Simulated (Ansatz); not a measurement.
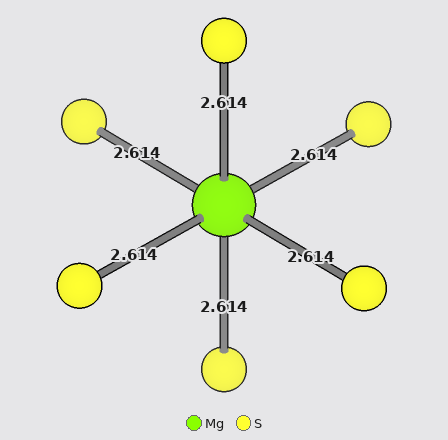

The surroundings of site Mg1 (at 0.000, 0.000, 0.000) in MgS (Fm-3m, No. 225), with bond lengths in Å.

Origin of the cell: the end point of a relaxation with Ansatz, DFT, PBE, PAW with Ansatz's default frozen-core files, scalar-relativistic; the starting structure was generated, so it need not be a known form of this composition.

```
Mg S
1.0
     5.22888    0.00000    0.00000
     0.00000    5.22888    0.00000
     0.00000    0.00000    5.22888
Mg S
4 4
Direct
  0.00000 0.00000 0.00000
  0.00000 0.50000 0.50000
  0.50000 0.00000 0.50000
  0.50000 0.50000 0.00000
  0.50000 0.00000 0.00000
  0.50000 0.50000 0.50000
  0.00000 0.00000 0.50000
  0.00000 0.50000 0.00000
```

Bond valence s = exp((R0 − d)/b), R0 fitted to published crystal structures with b = 0.37 Å; R0 in Å: Mg2+–S 2.186.

**Calculate the bond-valence sum of Mg1 from the bonds drawn.**

6 × 0.315 = 1.89 v.u., against a formal valence of 2: underbonded (bonds long for this ion) by 0.11.

**And over the whole structure?**

```
site              x, y, z  formal valence  bond-valence sum  difference
 Mg1  0.000, 0.000, 0.000              +2              1.90       -0.10
  S1  0.500, 0.000, 0.000              −2              1.90       -0.10
```

These sums include all anions within 5 Å. The global instability index (root mean square of the differences over all atoms) is 0.10 v.u.: moderate strain, common in real structures. Cells relaxed with PBE tend to have slightly long bonds, which lowers the sums.
